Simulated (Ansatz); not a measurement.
HfSi$_{31}$ (charge +1): single-point calculation (part 2 of 2)

HfSi$_{31}$ (defect cell, 32 atoms in the cell, total charge +1); DFT PBE, scalar-relativistic, plane waves, PAW, spin-polarised (Ansatz 0.2.0); cutoff 420 eV, 3×3×1 k-mesh, Gaussian smearing of 0.05 eV, collinear spins. The structure derives from an entry of the Crystallography Open Database.

Output, continued:
```
--- Forces (eV/Å), atoms counted from 1 ---
  atom   1  Hf     0.00011650    -0.00079426     0.12354603
  atom   2  Si    -0.07815940    -0.04834311     0.14331040
  atom   3  Si    -0.00264755     0.09223386     0.14424861
  atom   4  Si     0.08182838    -0.04358548     0.14356604
  atom   5  Si    -0.00027171    -0.00019946     0.11316422
  atom   6  Si     0.01755761     0.01839845     0.10302764
  atom   7  Si     0.00758813    -0.02486949     0.10342510
  atom   8  Si    -0.02370482     0.00576576     0.10353019
  atom   9  Si     0.00129033     0.00056061    -0.14792270
  atom  10  Si    -0.05694732    -0.03900391    -0.05802650
  atom  11  Si    -0.00725960     0.06987166    -0.05716645
  atom  12  Si     0.06423400    -0.02995317    -0.05686105
  atom  13  Si     0.00138764     0.00020410     0.00452133
  atom  14  Si     0.00318275     0.01590353    -0.07419645
  atom  15  Si     0.01102992    -0.00958615    -0.07350746
  atom  16  Si    -0.01599739    -0.00531715    -0.07264003
  atom  17  Si     0.04049360     0.31352726    -0.14917286
  atom  18  Si     0.24884976    -0.19105150    -0.15085417
  atom  19  Si    -0.00065751    -0.00051694    -0.11399263
  atom  20  Si    -0.29333820    -0.12216185    -0.14836868
  atom  21  Si    -0.01379094     0.00177472    -0.12228761
  atom  22  Si     0.00044978     0.00066069    -0.16480750
  atom  23  Si     0.00438679    -0.01495483    -0.12249808
  atom  24  Si     0.01009247     0.01339941    -0.12303036
  atom  25  Si    -0.03994226    -0.01823381     0.07178843
  atom  26  Si     0.00437170     0.04416364     0.07360007
  atom  27  Si    -0.00101297     0.00019255     0.09867948
  atom  28  Si     0.03694520    -0.02664797     0.07305725
  atom  29  Si     0.03936007     0.00717714     0.07632930
  atom  30  Si    -0.00013739    -0.00011708     0.11057015
  atom  31  Si    -0.02666421     0.02962934     0.07381404
  atom  32  Si    -0.01263346    -0.03812659     0.07515379
  max |Σ_I F_I| component: 4.62e-7 eV/Å
--- Band table (eV; the first three rows and the last of 10) ---
  k-point 0 ↑: bands = ["-55.1944", "-23.9570", "-23.9567", "-23.8452", "-5.2072", "-5.1742", "-5.1661", "-5.1603", "-5.1601", "-5.1252", "-5.1249", "-5.1072", "-4.4579", "-4.3248", "-2.9789", "-2.9575", "-2.9574", "-2.7269", "-2.4503", "-2.4499", "-2.3993", "-2.3067", "-2.3063", "-1.7099", "-1.1960", "-1.1958", "-1.0347", "-0.8764", "-0.8763", "-0.7546", "-0.3571", "-0.3568", "-0.1288", "0.1067", "0.4909", "0.4910", "0.5317", "0.7289", "0.7295", "2.1903", "2.6541", "2.7252", "2.7260", "2.9482", "3.2380", "3.2384", "3.2704", "3.7070", "4.0674", "4.1249", "4.1250", "4.5350", "4.5351", "4.5872", "4.5883", "4.6523", "4.7329", "4.9460", "4.9478", "5.0003", "5.1610", "5.1618", "5.5776", "5.5778", "5.6283", "5.6886", "5.7938", "5.7951", "5.9589", "5.9594", "6.2352", "6.2365", "6.4889", "6.7885", "6.7888", "7.1729", "7.1736", "7.5855", "7.6337", "7.6343", "7.7779", "7.9293", "7.9299", "8.0139", "8.3388", "8.3402", "8.3440", "8.4948", "8.4962", "8.5611", "8.6673", "8.9724", "9.1082", "9.1611", "9.1621", "9.4958", "9.4962", "9.5505", "9.8405", "9.8412", "9.8417", "10.1439", "10.2893", "10.2899", "10.5978", "10.6002", "10.6006"]
  k-point 1 ↑: bands = ["-55.1944", "-23.9570", "-23.9567", "-23.8452", "-5.1774", "-5.1699", "-5.1606", "-5.1602", "-5.1253", "-5.1249", "-5.1188", "-4.8618", "-4.1355", "-4.0558", "-3.8771", "-3.2247", "-3.1669", "-3.1081", "-2.9174", "-2.6079", "-2.4789", "-2.4248", "-2.3846", "-1.9093", "-1.5107", "-0.9790", "-0.8803", "-0.8337", "-0.5282", "-0.2376", "0.0916", "0.1141", "0.2940", "0.5673", "0.8052", "1.1076", "1.3148", "1.3627", "2.0640", "2.3598", "2.4923", "2.5697", "2.6010", "2.8269", "3.0030", "3.0581", "3.2041", "3.3068", "3.5210", "3.7205", "3.7612", "3.9119", "4.0804", "4.1791", "4.2404", "4.2904", "4.3424", "4.4103", "4.4547", "4.4772", "4.6702", "4.7990", "4.8631", "4.8843", "4.9745", "5.0060", "5.1829", "5.2900", "5.5661", "5.6228", "5.7729", "6.0257", "6.2748", "6.3536", "6.5528", "7.5421", "7.9119", "7.9897", "8.1629", "8.2619", "8.3265", "8.5363", "8.6496", "8.7183", "8.8595", "8.9100", "9.0565", "9.1838", "9.2594", "9.4421", "9.5690", "9.7260", "9.7912", "9.8307", "10.0214", "10.0568", "10.1382", "10.1841", "10.2510", "10.2801", "10.3802", "10.4410", "10.5268", "10.6521", "10.7172", "10.7499", "10.8317"]
  k-point 2 ↑: bands = ["-55.1944", "-23.9570", "-23.9567", "-23.8452", "-5.1774", "-5.1699", "-5.1607", "-5.1600", "-5.1253", "-5.1249", "-5.1188", "-4.8618", "-4.1355", "-4.0560", "-3.8769", "-3.2247", "-3.1668", "-3.1080", "-2.9175", "-2.6077", "-2.4787", "-2.4252", "-2.3847", "-1.9094", "-1.5106", "-0.9792", "-0.8801", "-0.8335", "-0.5283", "-0.2379", "0.0915", "0.1142", "0.2934", "0.5671", "0.8054", "1.1077", "1.3147", "1.3625", "2.0642", "2.3597", "2.4924", "2.5696", "2.6011", "2.8269", "3.0032", "3.0580", "3.2039", "3.3070", "3.5206", "3.7209", "3.7609", "3.9118", "4.0810", "4.1794", "4.2405", "4.2907", "4.3423", "4.4103", "4.4543", "4.4778", "4.6697", "4.7995", "4.8629", "4.8840", "4.9744", "5.0060", "5.1828", "5.2901", "5.5660", "5.6233", "5.7725", "6.0275", "6.2749", "6.3540", "6.5522", "7.5412", "7.9115", "7.9887", "8.1614", "8.2612", "8.3265", "8.5358", "8.6494", "8.7183", "8.8575", "8.9104", "9.0587", "9.1848", "9.2597", "9.4430", "9.5687", "9.7256", "9.7907", "9.8315", "10.0215", "10.0572", "10.1374", "10.1840", "10.2510", "10.2796", "10.3800", "10.4409", "10.5261", "10.6518", "10.7176", "10.7501", "10.8322"]
  k-point 4 ↓: bands = ["-55.1449", "-23.8844", "-23.8836", "-23.7741", "-5.1697", "-5.1578", "-5.1457", "-5.1453", "-5.1113", "-5.1108", "-5.1034", "-4.8522", "-4.1268", "-4.0430", "-3.8666", "-3.2144", "-3.1560", "-3.0966", "-2.9073", "-2.5956", "-2.4675", "-2.4151", "-2.3703", "-1.8960", "-1.4917", "-0.9694", "-0.8691", "-0.8146", "-0.5103", "-0.2291", "0.1021", "0.1230", "0.3075", "0.5855", "0.8194", "1.1187", "1.3338", "1.3773", "2.0825", "2.3692", "2.5057", "2.5782", "2.6096", "2.8347", "3.0156", "3.0715", "3.2157", "3.3269", "3.5414", "3.7346", "3.7765", "3.9242", "4.1005", "4.1931", "4.2574", "4.3054", "4.3622", "4.4240", "4.4692", "4.4944", "4.6786", "4.8111", "4.8780", "4.8989", "4.9867", "5.0194", "5.1965", "5.3032", "5.5889", "5.6590", "5.7890", "6.0939", "6.3093", "6.3791", "6.6480", "7.5814", "7.9273", "8.0158", "8.1861", "8.2925", "8.3486", "8.5520", "8.6696", "8.7261", "8.8818", "8.9261", "9.0770", "9.2007", "9.2704", "9.4548", "9.5808", "9.7396", "9.8036", "9.8434", "10.0301", "10.0685", "10.1559", "10.1961", "10.2631", "10.2890", "10.3919", "10.4558", "10.5386", "10.6624", "10.7266", "10.7627", "10.8434"]
--- Löwdin populations: 32 sites ---
  site symbol       q [e]    m [muB]
     0     Hf     25.2568     0.1710
     1     Si      3.9298     0.0119
     2     Si      3.9300     0.0120
     3     Si      3.9295     0.0121
     4     Si      3.9393     0.0018
     5     Si      3.9249     0.0022
     6     Si      3.9249     0.0021
     7     Si      3.9249     0.0021
     8     Si      3.9147     0.0203
     9     Si      3.9264     0.0109
    10     Si      3.9263     0.0109
    11     Si      3.9263     0.0110
    12     Si      4.1461     0.0062
    13     Si      3.9255     0.0011
    14     Si      3.9255     0.0011
    15     Si      3.9256     0.0011
    16     Si      4.1040     0.0522
    17     Si      4.1041     0.0518
    18     Si      3.9210     0.0065
    19     Si      4.1039     0.0528
    20     Si      3.9292     0.0075
    21     Si      3.9338     0.0027
    22     Si      3.9293     0.0075
    23     Si      3.9293     0.0075
    24     Si      3.9191     0.0094
    25     Si      3.9191     0.0094
    26     Si      3.9378     0.0041
    27     Si      3.9190     0.0095
    28     Si      3.9358     0.0023
    29     Si      3.9342    -0.0000
    30     Si      3.9358     0.0023
    31     Si      3.9358     0.0023
  spilling = 0.008270 (of n_electrons = 149.000000)
--- Bader charges: 32 sites ---
  site symbol  charge [e]  shift [e]    m [muB]
     0     Hf      1.4267     0.0041     0.1398
     1     Si     -0.0258     0.0028     0.0137
     2     Si     -0.0266     0.0028     0.0138
     3     Si     -0.0258     0.0029     0.0139
     4     Si      0.0243     0.0005     0.0024
     5     Si      0.0510     0.0027     0.0034
     6     Si      0.0510     0.0027     0.0034
     7     Si      0.0511     0.0027     0.0034
     8     Si      0.0582     0.0024     0.0182
     9     Si      0.0524     0.0024     0.0109
    10     Si      0.0525     0.0024     0.0110
    11     Si      0.0523     0.0024     0.0110
    12     Si     -0.3200     0.0057     0.0116
    13     Si      0.0624     0.0038     0.0015
    14     Si      0.0623     0.0037     0.0015
    15     Si      0.0624     0.0038     0.0015
    16     Si     -0.3074     0.0023     0.0595
    17     Si     -0.3068     0.0022     0.0591
    18     Si      0.0742     0.0022     0.0067
    19     Si     -0.3091     0.0025     0.0601
    20     Si      0.0263     0.0014     0.0069
    21     Si      0.0226     0.0015     0.0026
    22     Si      0.0263     0.0014     0.0069
    23     Si      0.0263     0.0014     0.0069
    24     Si      0.0296     0.0016     0.0116
    25     Si      0.0294     0.0016     0.0116
    26     Si      0.0274     0.0006     0.0041
    27     Si      0.0296     0.0016     0.0117
    28     Si     -0.0041     0.0049     0.0026
    29     Si      0.0346     0.0008     0.0004
    30     Si     -0.0037     0.0048     0.0026
    31     Si     -0.0037     0.0049     0.0026
  estimated error of the sums over rays = 6.9e-4 e
```

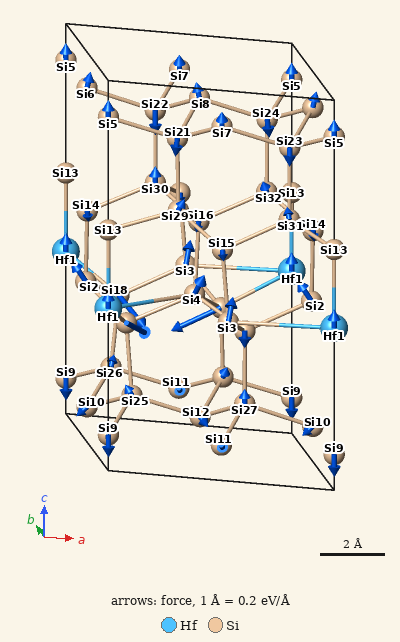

Forces on the atoms as blue arrows (ball-and-stick view of the cell of the calculation, seen slightly off an axis; atoms are numbered from 1 in the order of the input); the smallest are left out. The largest act on Si17, Si18, Si20 (0.35 eV/Å); Si2, Si3, Si4 (0.17 eV/Å); Si22 (0.16 eV/Å); Si9 (0.15 eV/Å), among others. 

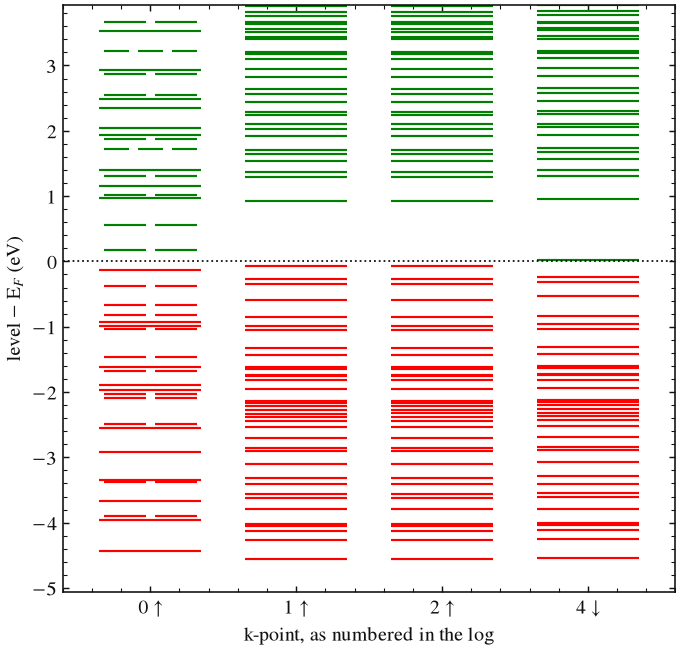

Kohn–Sham levels near the Fermi level (dotted) at the few k-points that the log prints; levels within 0.02 eV of each other stand side by side. The system is metallic on the full mesh.

Key numbers:

| quantity | value |
| --- | --- |
| outcome | converged |
| electrons treated | 149 |
| free energy | −35434.8586 eV |
| Fermi energy | 6.620 eV |
| gap on the k-point mesh | none (metallic) |
| net moment of the cell | 0.52 μB |
| integrated absolute moment | 0.55 μB |
| largest force (length of the vector) | 0.351 eV/Å |
| hardware | 4 threads of Arm Neoverse V2, 24 GiB of memory available, shared host |
| wall time | 2.7 min (CPU time 11 min) |
| peak memory | 1.9 GiB |

Notes:

The cell is charged and computed with a neutralising background, so its energy and pressure depend on the cell and aren't those of a real crystal. Spin–orbit coupling is left out, which matters for Hf. The k-point mesh is coarse for a cell of this size, so the results may not be converged.
